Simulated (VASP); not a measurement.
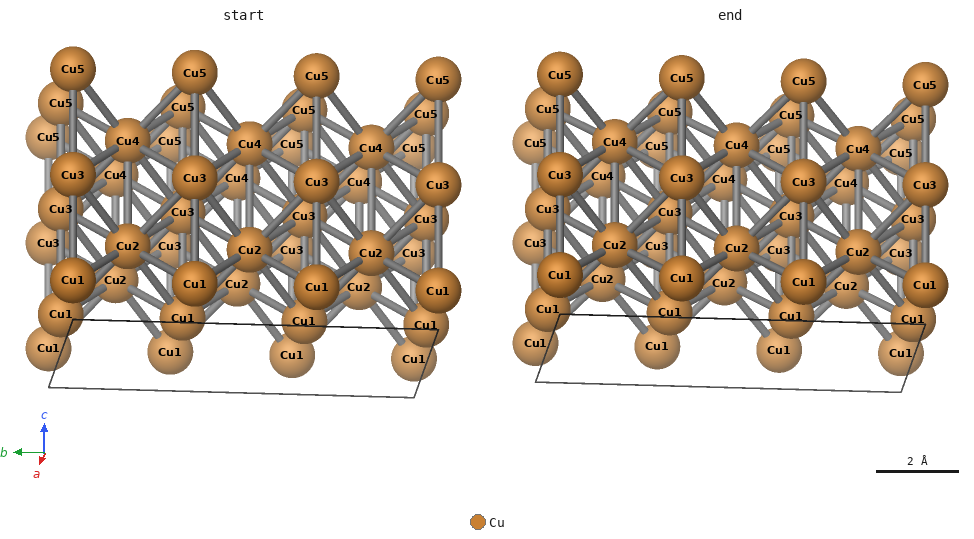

The structure of a slab of composition Cu before (left) and after (right) a relaxation, at one scale.

Style: ball-and-stick. Shown: the 2 × 3 repeat of the cell, outlined in the plane, without the vacuum, from a free direction.

The run lets the atoms move in a fixed cell.

All numbers below come from Kohn-Sham DFT of a periodic cell, PBE with D3(BJ), VASP PAW PBE potentials, recommended in VASP.

Input file:
```
PREC     = Accurate       # precision mode
ENCUT    = 520            # plane-wave cutoff, eV
EDIFF    = 1E-7           # SCF threshold, eV
ISMEAR   = 1              # smearing method
SIGMA    = 0.2            # smearing width, eV
LREAL    = False          # projectors in reciprocal space
LASPH    = True           # aspherical terms in the spheres
NELM     = 60             # most SCF steps
ALGO     = Normal         # electronic algorithm
ISIF     = 2              # what is computed and relaxed
LWAVE    = False          # write WAVECAR
LCHARG   = False          # write CHGCAR
GGA      = PE             # functional
IVDW     = 12             # dispersion correction
IBRION   = 2              # ionic algorithm
NSW      = 40             # ionic steps
EDIFFG   = -0.005         # ionic threshold
KPAR     = 8
```

Command:
```bash
cat potpaw_PBE.64/Cu/POTCAR > POTCAR
mpirun -np 8 vasp_std > vasp.out
```

Q: What changed between the two?

A: After 9 geometry steps the energy has fallen by 63.6 meV per cell of the calculation. Largest force component: 0.46 eV/Å at the start, 0.0029 eV/Å at the end. The largest moves, 0.14 Å, are those of Cu1 and Cu5. Cu5 goes along the normal (−c). The lattice vectors keep their values. Some distances before and after: Cu1–Cu3 2.700 → 2.564 Å, Cu2–Cu4 2.700 → 2.637 Å, Cu1–Cu2 2.519 → 2.465 Å, Cu2–Cu3 2.519 → 2.502 Å. Among the angles between lasting bonds that change: Cu2–Cu1–Cu2 115.2° → 119.3°, Cu2–Cu1–Cu3 57.6° → 59.7°.
